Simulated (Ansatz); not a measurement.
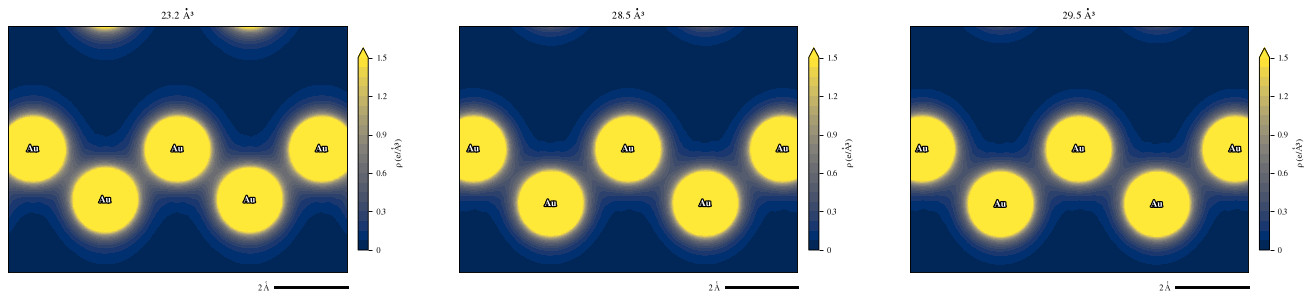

Au. The valence electron density of cells scaled evenly to different volumes (given per atom above each panel), on the (011̄) plane of each (indices in the axes of the cell below), at one length scale and on one colour scale.

A generated structure, not necessarily the stable one.

These are results of Ansatz, DFT, LDA (PW92), plane waves (420 eV) with PAW, scalar-relativistic, not measurements.

The largest cell:

```xyz
2
Lattice="0.0000 3.0911 3.0911 3.0911 0.0000 3.0911 3.0911 3.0911 0.0000" Properties=species:S:1:pos:R:3 pbc="T T T"
Au    0.7728    0.7728    0.7728
Au    5.4094    5.4094    5.4094
```

| volume (Å³/atom) | Au–Au contact in the plane (Å) | ρ at its midpoint (e/Å³) | pressure (GPa) | 
| --- | --- | --- | --- |
| 23.21 | 2.470 | 0.639 | 14.6 | 
| 26.37 | 2.578 | ? | ? | 
| 28.48 | 2.645 | 0.447 | −5.0 | 
| 29.53 | 2.677 | 0.419 | −6.6 | 

Question: What values belong in the row with question marks?

Answer: Over the known rows ln ρ falls by 2.04 per Å of Au–Au distance (a least-squares line), which gives 0.513 e/Å³ at 2.578 Å; the calculation gives 0.513 e/Å³. For the pressure, a straight line in volume between the neighbouring rows gives 2.8 GPa; the calculation gives 0.0, lower because pressure rises ever faster on compression.
